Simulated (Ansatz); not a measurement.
**Geometry relaxation of InP (part 2 of 3)**

Continued. System: InP (slab, 12 atoms in the cell). Method: DFT PBE, scalar-relativistic, plane waves, PAW, no spin polarisation (Ansatz 0.2.0); cutoff 420 eV, 8×6×1 k-mesh, Gaussian smearing of 0.05 eV. The structure derives from an entry of the Crystallography Open Database. It belongs to a series of runs on one base structure; here: (1 1 0) slab, atoms relaxed.

Geometry of the input (Å; fractional positions):
```
4.2144  0.0000  0.0000
0.0000  5.9601  0.0000
0.0000  0.0000  25.5360
In 0.5000  0.5000  0.2937
P  0.0000  0.2500  0.2937
In 0.0000  0.0000  0.3762
P  0.5000  0.7500  0.3762
In 0.5000  0.5000  0.4587
P  0.0000  0.2500  0.4587
In 0.0000  0.0000  0.5413
P  0.5000  0.7500  0.5413
In 0.5000  0.5000  0.6238
P  0.0000  0.2500  0.6238
In 0.0000  0.0000  0.7063
P  0.5000  0.7500  0.7063
```

**What the program printed, continued**
```
SCF iter   1: F=—  HF=-38122.221648 eV  |F-HF|=—  |Δ(HF+E_count)|=         —  Δρ=3.42e-3  dr2=4.74e-2  ethr=4.17e-4  p=-0.001 e·Å  D=-1.89e-4 V/Å  ΔV_dip=0.00 eV  dr2_dipole=1.02e-5  V_vac-E_F(+/−)=4.63/4.63 eV  ⟨swp⟩=5.2  Hψ=4347  notcnv=0  defer=98
efield: sawtooth ramp at fractional position 0.9800 (handed on by an earlier solve), width 0.0400; the density the first Hamiltonian is built on has a dipole p = -0.001 e·Å; the dipole correction subtracts the counter field D = -1.89e-4 V/Å, which shifts the + side's vacuum level by +0.00 eV against the − side's; the planar-averaged density in the ramp window peaks in size at 2.1e-7 e/Å³
preconditioner: auto → Resta (q_TF=auto, 2.027 Å⁻¹)  ε∞=2.4  [insulator: Δε(μ)=0.999 eV  Ē_g=12.840 eV  σ=0.050 eV  W_gap=1.00  n_scr=96 (ndim 8)  ℏωp=15.2 eV  f_vac=0.478  D(μ)=0.00/eV (n_scr^D=0)  ε∞_Penn≈2.4  vacuum switching on, ρ_ref=1.2e-2 e/Å³]
SCF iter   2: F=—  HF=-38122.212629 eV  |F-HF|=—  |Δ(HF+E_count)|=   9.02e-3  Δρ=1.52e-3  dr2=1.49e-2  ethr=4.39e-5  p=0.001 e·Å  D=3.40e-4 V/Å  ΔV_dip=-0.01 eV  dr2_dipole=2.09e-5  V_vac-E_F(+/−)=4.60/4.61 eV  ⟨swp⟩=2.0  Hψ=2624  notcnv=0  defer=98
SCF iter   3: F=—  HF=-38122.212104 eV  |F-HF|=—  |Δ(HF+E_count)|=   5.26e-4  Δρ=7.14e-4  dr2=9.47e-3  ethr=1.38e-5  p=-0.002 e·Å  D=-5.63e-4 V/Å  ΔV_dip=0.01 eV  dr2_dipole=7.50e-5  V_vac-E_F(+/−)=4.71/4.70 eV  ⟨swp⟩=2.0  Hψ=1451  notcnv=0  defer=98
SCF iter   4: F=—  HF=-38122.211333 eV  |F-HF|=—  |Δ(HF+E_count)|=   7.71e-4  Δρ=1.91e-4  dr2=6.81e-4  ethr=8.77e-6  p=0.002 e·Å  D=6.22e-4 V/Å  ΔV_dip=-0.02 eV  dr2_dipole=7.51e-5  V_vac-E_F(+/−)=4.67/4.69 eV  ⟨swp⟩=2.0  Hψ=1442  notcnv=0  defer=98
SCF iter   5: F=—  HF=-38122.211364 eV  |F-HF|=—  |Δ(HF+E_count)|=   3.14e-5  Δρ=7.01e-5  dr2=2.56e-4  ethr=6.31e-7  p=-0.003 e·Å  D=-8.99e-4 V/Å  ΔV_dip=0.02 eV  dr2_dipole=1.87e-4  V_vac-E_F(+/−)=4.70/4.68 eV  ⟨swp⟩=2.2  Hψ=1580  notcnv=0  defer=98
SCF iter   6: F=—  HF=-38122.211333 eV  |F-HF|=—  |Δ(HF+E_count)|=   3.11e-5  Δρ=4.51e-5  dr2=1.56e-5  ethr=2.37e-7  p=0.001 e·Å  D=1.66e-4 V/Å  ΔV_dip=-0.00 eV  dr2_dipole=4.69e-6  V_vac-E_F(+/−)=4.69/4.69 eV  ⟨swp⟩=2.0  Hψ=1454  notcnv=0  defer=98
SCF iter   7: F=-38122.211340 eV  HF=-38122.211339 eV  |F-HF|=7.56e-7  |Δ(HF+E_count)|=   6.08e-6  Δρ=1.68e-5  dr2=1.87e-6  ethr=1.40e-8  p=0.000 e·Å  D=2.24e-5 V/Å  ΔV_dip=-0.00 eV  dr2_dipole=3.42e-9  V_vac-E_F(+/−)=4.69/4.69 eV  ⟨swp⟩=22.2  Hψ=14675  notcnv=0
SCF 4 converged in 7 iterations: F = -38122.211340 eV  dr2 = 1.87e-6
  Residual-converged pass: ⟨swp⟩=1.1  Hψ=1403  notcnv=0  max |occ|·‖R‖ = 7.1e-9 eV (tolerance 1.0e-8 eV)  dr2=1.87e-6  dr2_onsite=3.02e-8  max |Δocc| = 9.7e-57
relax step   4: F+E_penalty+E_count = -38122.21134010 eV  Δ(F+E_penalty+E_count) = -7.711e-2 eV  max|allowed force component| = 6.748e-2 eV/Å  Δτ_max = 0.1356 Å  (7 SCF iters, dr2 threshold 1.51e-5 eV, accepted)
SCF iter   1: F=—  HF=-38122.214086 eV  |F-HF|=—  |Δ(HF+E_count)|=         —  Δρ=6.91e-4  dr2=2.25e-3  ethr=1.70e-5  p=0.000 e·Å  D=2.24e-5 V/Å  ΔV_dip=-0.00 eV  dr2_dipole=3.24e-7  V_vac-E_F(+/−)=4.69/4.69 eV  ⟨swp⟩=3.0  Hψ=3343  notcnv=0  defer=96
efield: sawtooth ramp at fractional position 0.9800 (handed on by an earlier solve), width 0.0400; the density the first Hamiltonian is built on has a dipole p = 0.000 e·Å; the dipole correction subtracts the counter field D = 2.24e-5 V/Å, which shifts the + side's vacuum level by -0.00 eV against the − side's; the planar-averaged density in the ramp window peaks in size at 2.2e-7 e/Å³
preconditioner: auto → Resta (q_TF=auto, 2.027 Å⁻¹)  ε∞=2.4  [insulator: Δε(μ)=1.002 eV  Ē_g=12.842 eV  σ=0.050 eV  W_gap=1.00  n_scr=96 (ndim 8)  ℏωp=15.2 eV  f_vac=0.478  D(μ)=0.00/eV (n_scr^D=0)  ε∞_Penn≈2.4  vacuum switching on, ρ_ref=1.2e-2 e/Å³]
SCF iter   2: F=—  HF=-38122.213661 eV  |F-HF|=—  |Δ(HF+E_count)|=   4.25e-4  Δρ=2.97e-4  dr2=6.24e-4  ethr=2.08e-6  p=-0.000 e·Å  D=-6.82e-5 V/Å  ΔV_dip=0.00 eV  dr2_dipole=6.25e-7  V_vac-E_F(+/−)=4.68/4.68 eV  ⟨swp⟩=2.0  Hψ=2598  notcnv=0  defer=96
SCF iter   3: F=—  HF=-38122.213643 eV  |F-HF|=—  |Δ(HF+E_count)|=   1.75e-5  Δρ=1.67e-4  dr2=4.02e-4  ethr=5.78e-7  p=0.000 e·Å  D=8.17e-5 V/Å  ΔV_dip=-0.00 eV  dr2_dipole=2.03e-6  V_vac-E_F(+/−)=4.70/4.70 eV  ⟨swp⟩=2.0  Hψ=1442  notcnv=0  defer=96
SCF iter   4: F=—  HF=-38122.213616 eV  |F-HF|=—  |Δ(HF+E_count)|=   2.78e-5  Δρ=4.24e-5  dr2=3.66e-5  ethr=3.72e-7  p=-0.000 e·Å  D=-1.19e-4 V/Å  ΔV_dip=0.00 eV  dr2_dipole=2.25e-6  V_vac-E_F(+/−)=4.70/4.70 eV  ⟨swp⟩=2.0  Hψ=1441  notcnv=0  defer=96
SCF iter   5: F=—  HF=-38122.213531 eV  |F-HF|=—  |Δ(HF+E_count)|=   8.47e-5  Δρ=1.33e-5  dr2=7.32e-6  ethr=3.39e-8  p=0.000 e·Å  D=1.39e-4 V/Å  ΔV_dip=-0.00 eV  dr2_dipole=5.31e-6  V_vac-E_F(+/−)=4.70/4.70 eV  ⟨swp⟩=2.9  Hψ=1524  notcnv=0  defer=96
SCF iter   6: F=—  HF=-38122.213530 eV  |F-HF|=—  |Δ(HF+E_count)|=   6.12e-7  Δρ=8.70e-6  dr2=1.07e-6  ethr=6.78e-9  p=-0.000 e·Å  D=-6.34e-5 V/Å  ΔV_dip=0.00 eV  dr2_dipole=5.30e-7  V_vac-E_F(+/−)=4.70/4.70 eV  ⟨swp⟩=2.1  Hψ=1481  notcnv=0  defer=96
SCF iter   7: F=-38122.213531 eV  HF=-38122.213530 eV  |F-HF|=3.93e-8  |Δ(HF+E_count)|=   1.33e-7  Δρ=3.92e-6  dr2=9.47e-8  ethr=9.26e-11  p=-0.000 e·Å  D=-2.45e-5 V/Å  ΔV_dip=0.00 eV  dr2_dipole=1.39e-8  V_vac-E_F(+/−)=4.70/4.70 eV  ⟨swp⟩=18.6  Hψ=12474  notcnv=0
SCF 5 converged in 7 iterations: F = -38122.213531 eV  dr2 = 9.47e-8
relax step   5: F+E_penalty+E_count = -38122.21353051 eV  Δ(F+E_penalty+E_count) = -2.190e-3 eV  max|allowed force component| = 1.943e-2 eV/Å  Δτ_max = 0.0267 Å  (7 SCF iters, accepted)
```

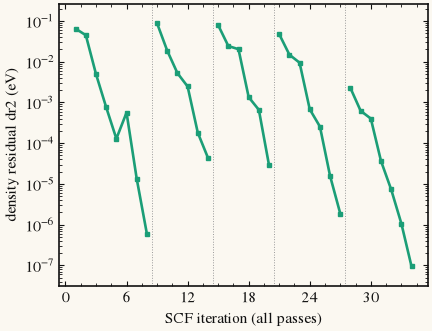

**Figure 1.** Convergence of the self-consistent field: density residual dr2 against the SCF iteration. The dotted lines part the SCF passes of the relaxation: geometry steps, rejected trials and re-solves on a re-selected basis. The 5 passes take 6 to 8 iterations each, 34 in all.

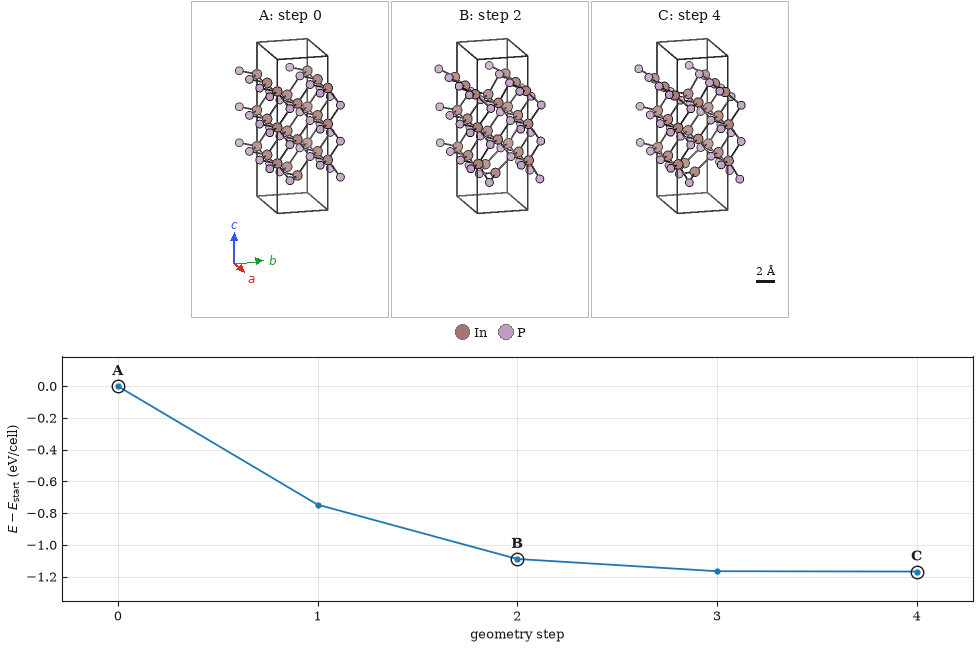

**Figure 2.** Frames of the relaxation (ball-and-stick view of the 2 × 1 repeat of the cell, with the vacuum cut short, with bonded neighbours outside it, seen slightly off an axis) above the curves, on which the letters mark them (the first geometry is step 0 here and step 1 in the log).

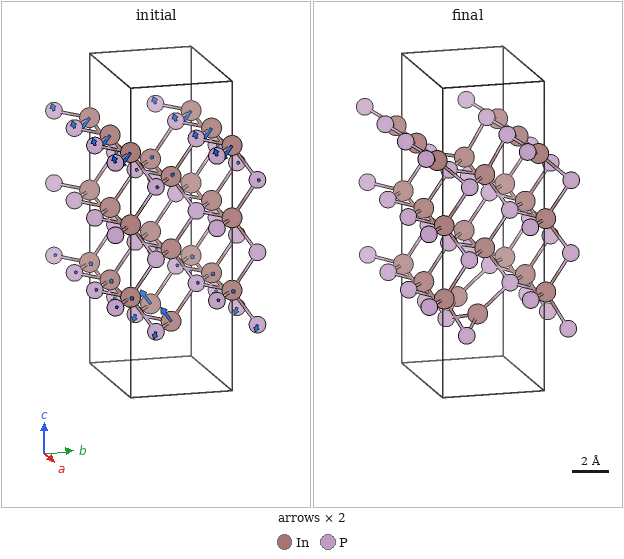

**Figure 3.** Before (left) and after (right) the relaxation, at one scale (ball-and-stick view of the 2 × 1 repeat of the cell, with the vacuum cut short, with bonded neighbours outside it, seen slightly off an axis). The blue arrows give the displacements, magnified 2 times. Over 4 geometry steps the energy falls by 1.168 eV per cell of the calculation. The largest force component goes from 1.1 to 0.019 eV/Å. The largest moves, 0.55 Å, are those of In1 and In11. By element the largest moves are In 0.55 Å, P 0.24 Å. The cell doesn't change. Distances before and after: In11–P12 2.581 → 2.541 Å, In3–P6 2.581 → 2.618 Å, In1–P4 2.581 → 2.551 Å, In7–P10 2.581 → 2.604 Å. Among the angles that change: In1–P2–In3 109.5° → 91.0°, P2–In1–P4 109.5° → 123.0°, In1–P4–In5 109.5° → 96.3°. (Atoms are counted from 1 in the order of the input.)

```
WARN: The output density's exchange-correlation potential varies sharply where the density is thin. Do not read a vacuum level from v_tot or v_xc, or from such a field of the output density. On a cell that repeats whose density bears no net charge and no dipole along the vacuum's axis use v_es (v_loc + v_h of the components); under efield.dipole_correction with no amplitude use v_es + v_field, which holds any external_charges[].barrier, or the levels of the report's work_function block, which leave it out; under a non-zero efield.amplitude the vacuum is tilted and has no level; on a cell that repeats and bears such a dipole with no correction it is tilted too, and efield.dipole_correction with no amplitude gives each side of its ramp a level where efield: is served; in a cell that repeats whose density bears a net charge (total_charge, or a fill off its count) it is curved and has none; of a slab under crystal.periodic whose density bears no net charge use v_es, which has a level on each side, short of where the two are joined; of another it falls or rises all the way out and has none; of a slab beside external_charges read slab_vacuum_level instead, which it has where they leave it neutral. The grid or the basis barely resolves most such structure, and the values can differ between equally converged runs; as a rule a tighter scf.convergence.dr2_threshold does not remove it. Where the density itself ripples (under the LDA too) a higher basis.ecutwfc lessens it. The files hold the spikes' plane waves up to the density's cutoff. Files: v_tot_of_output_density and the like, and their columns of v_z.tsv (output.write_potential); v_xc_of_output_density and the like, and their columns of v_comp_z.tsv (output.write_potential_components). Measured: with its Gaussian average of σ = 0.25 Å subtracted twice, the exchange-correlation potential is over 0.1 eV at 278 of the grid points where the equally averaged density (valence and model cores) is under 1e-3 e/Å³, and 0.333 eV at the most among them, at an averaged density of 9.7e-4 e/Å³. The input density's (outcome.potential() and, of a run that writes arrays, v_tot and v_xc) is over 0.1 eV, so measured, at 278 points of its own thin density, 0.332 eV at the most. See output.write_potential in the manual, Limitations
SCF converged after 7 iterations
Free energy (F): -38122.213531 eV
Harris-Foulkes:  -38122.213530 eV  (|F-HF|=3.93e-8)
Internal energy: -38122.213531 eV  (E = F + TS)
E sigma→0 (E₀):  -38122.213531 eV
Fermi energy:    1.024569 eV
Dipole field:    D = 0.000064 V/Å  (p = 0.000226 e·Å, saw-weighted, corrected)
Work function:   Φ+ = 4.7009 eV   Φ− = 4.7026 eV
Levels:          The Fermi level and band energies are counted from a zero that moves with the ramp; work functions are not
--- Per-component energies (eV) ---
  E_band       = -990.915908
  E_kinetic    = 1867.369426
  E_local      = -57401.968518  (includes V_loc(G=0)·N_el)
  E_nonlocal   = 2407.038600
  E_hartree    = 27478.381880
  E_xc         = -1653.838377
  E_vxc        = -951.077911  (∫ρ·V_xc dr)
  E_paw        = -28347.946931  (= ΣΔE_a)
  E_vpaw       = -1869.048384  (= ΣTr[D̂ρ^β])
  E_aug_tail   = 0.000172  (compensation charges beyond the density's cutoff)
  E_efield     = 0.000000  (sawtooth field / dipole correction)
  E_vefield    = 0.000000  (∫n·V_field dr)
  E_ewald      = 17528.750217
  E_smearing   = -0.000000  (= −TS)
  E_closure    = -0.000000  (closes the sum)
  Σ components = -38122.213531   (vs F -38122.213531, Δ=0.00e0)
--- Forces (eV/Å), atoms counted from 1 ---
  atom   1  In     0.00000000     0.00376613     0.00919125
  atom   2  P      0.00000000     0.00373916     0.00538259
  atom   3  In     0.00000000     0.01943374    -0.00408277
  atom   4  P      0.00000000    -0.01688007    -0.00812942
  atom   5  In     0.00000000    -0.00402854     0.01008154
  atom   6  P      0.00000000    -0.00599610    -0.00238768
  atom   7  In     0.00000000    -0.00365183    -0.00881827
  atom   8  P      0.00000000    -0.00601344     0.00120982
  atom   9  In     0.00000000     0.01882400     0.00494983
  atom  10  P      0.00000000    -0.01668374     0.00689251
  atom  11  In     0.00000000     0.00359825    -0.00871544
  atom  12  P      0.00000000     0.00389262    -0.00562395
  max |Σ_I F_I| component: 5.00e-5 eV/Å
--- Band table (eV; the first three rows and the last of 20) ---
  k-point 0: bands = ["-13.7776", "-13.7770", "-13.7026", "-13.6916", "-13.6419", "-13.6310", "-13.6230", "-13.6224", "-13.6204", "-13.5759", "-13.5625", "-13.5620", "-13.5485", "-13.5213", "-13.5207", "-13.5038", "-13.4892", "-13.4780", "-13.4527", "-13.4504", "-13.4449", "-13.4375", "-13.4331", "-13.4166", "-13.4119", "-13.4052", "-13.3813", "-13.3771", "-13.3694", "-13.3664", "-10.4571", "-10.0218", "-9.3185", "-8.7485", "-8.4697", "-8.4285", "-4.8912", "-4.5732", "-3.8729", "-3.2691", "-2.3879", "-2.1329", "-2.1211", "-1.4849", "-1.4764", "-1.1590", "-0.9755", "-0.7217", "-0.6086", "-0.0270", "0.2404", "0.2444", "0.3397", "0.5233", "1.5258", "2.2327", "2.4642", "2.7035", "2.9974", "3.1069", "3.2402", "3.8590", "4.5156", "4.6690", "4.6745", "4.8091"]
```
